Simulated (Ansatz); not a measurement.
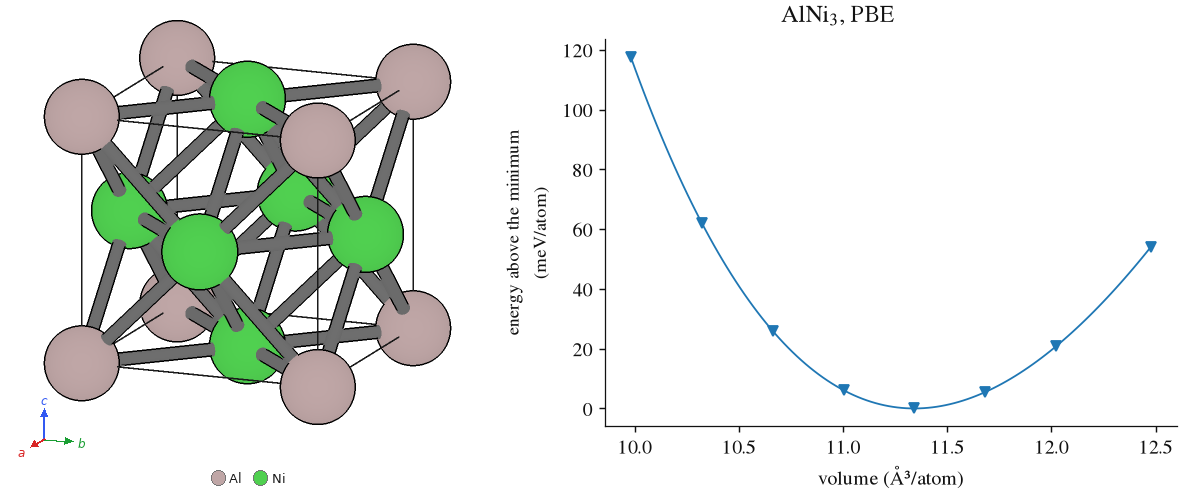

The figure shows the energy above the minimum against volume for AlNi₃, space group Pm-3m (No. 221). The conventional cell is drawn beside the plot.

Structure:
```cif
data_structure
_symmetry_space_group_name_H-M 'P 1'
_symmetry_Int_Tables_number 1
_cell_length_a 3.5667
_cell_length_b 3.5667
_cell_length_c 3.5667
_cell_angle_alpha 90.000
_cell_angle_beta 90.000
_cell_angle_gamma 90.000
_cell_volume 45.37
loop_
_atom_site_label
_atom_site_type_symbol
_atom_site_fract_x
_atom_site_fract_y
_atom_site_fract_z
_atom_site_occupancy
Al1 Al 0.00000 0.00000 0.00000 1
Ni1 Ni 0.00000 0.50000 0.50000 1
Ni2 Ni 0.50000 0.00000 0.50000 1
Ni3 Ni 0.50000 0.50000 0.00000 1
```

How it was computed, with Ansatz 0.2.0: third-order Birch-Murnaghan fit to density functional energies at scaled volumes of the given relaxed cell, shape and atoms relaxed at each volume; energies count from the fitted minimum; plane waves with PAW datasets, Γ-centred k mesh. Level: PBE, collinear spin. The state reached is without moments.

wave cutoff 420 eV; k mesh 12×12×12; occupations Gaussian; smearing width 0.1 eV.

From this curve and the settings, what does the calculation give for the pressure and largest moment at the same points?

The pressure falls from 31.16 GPa at volume 9.982 Å³/atom to −13.91 GPa at 12.477 Å³/atom, and changes sign near 11.34 Å³/atom. The largest moment rises from 0.24 μB at volume 9.982 Å³/atom to 0.29 μB at 12.477 Å³/atom.

```
volume (Å³/atom)  pressure (GPa)  largest moment (μB)
           9.982           31.16                 0.24
          10.322           21.30                 0.25
          10.663           12.98                 0.26
          11.003            5.95                 0.27
          11.343            0.00                 0.28
          11.683           -5.02                 0.28
          12.024           -9.27                 0.29
          12.477          -13.91                 0.29
```
